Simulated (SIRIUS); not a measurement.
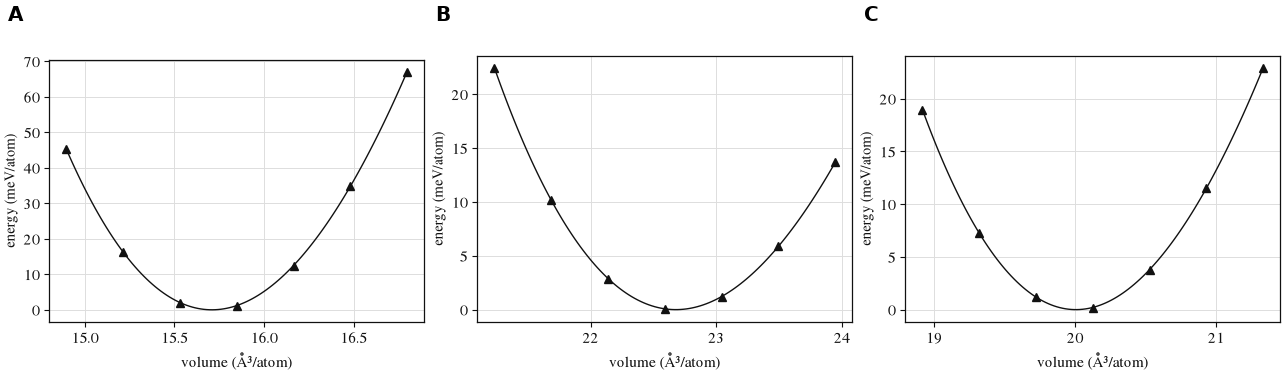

Each panel shows the energy against volume for one of these solids: GaAs, F-43m (No. 216); Si, P6_3/mmc (No. 194); W, Im-3m (No. 229).

Calculation (SIRIUS 7.12.0): plane-wave DFT, no spin polarisation; energies at scaled volumes of the given cell, shape and fractions fixed, counted from the fit's minimum, third-order Birch-Murnaghan fit. Level: PBEsol.

> Which panel belongs to which solid?

A is W (energy from 1.19 meV/atom to 67.07 meV/atom, V0 15.71 Å³/atom, B0 317 GPa); B is GaAs (energy from 0.06 meV/atom to 22.46 meV/atom, V0 22.68 Å³/atom, B0 68.8 GPa); C is Si (energy from 0.20 meV/atom to 22.94 meV/atom, V0 20.01 Å³/atom, B0 93.3 GPa).

For Si, limits of the calculation: shape and atomic fractions are frozen while scaling, which makes layered, chain and framework solids too stiff.
